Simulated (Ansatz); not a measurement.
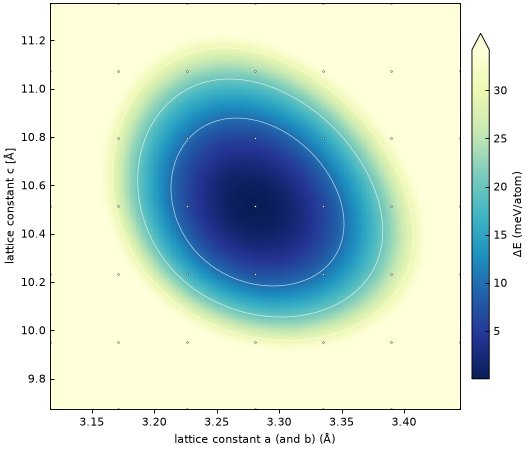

MgO (P6_3mc, No. 186; 8 atoms in the cell). The energy is mapped over the lattice constants a and c of the conventional cell. Coordinates scanned: (1) lattice constant a (and b); (2) lattice constant c. Nothing is relaxed (fractional coordinates fixed). The grid has 7 × 7 points. Energies are in meV/atom, from the lowest grid point. Level of theory: DFT PBE, scalar-relativistic, plane waves, PAW (Ansatz). Settings: cutoff 520 eV, k-mesh 9×9×2 in the order of the run's cell vectors, gaussian smearing 0.05 eV, no spin polarisation.

In the figure: a smooth colour map with a few white contour lines, dots at the grid points, one colour for all values above the top of the scale. Between grid points the surface is interpolated.

Question: Where is the minimum, and how stiff is the well along each coordinate?

Answer: The interpolated minimum is at lattice constant a (and b) ≈ 3.281 Å, lattice constant c ≈ 10.514 Å. The curvatures there are about 35 eV/Å² and 1.4 eV/Å², with a cross term of about 1.5 eV/Å² (per cell of 8 atoms). Round the minimum the valley is somewhat tilted: raising lattice constant a (and b) shifts the best value of lattice constant c downwards (coupling k₁₂/√(k₁₁k₂₂) about 0.2).

PAW datasets: the set soft_1.
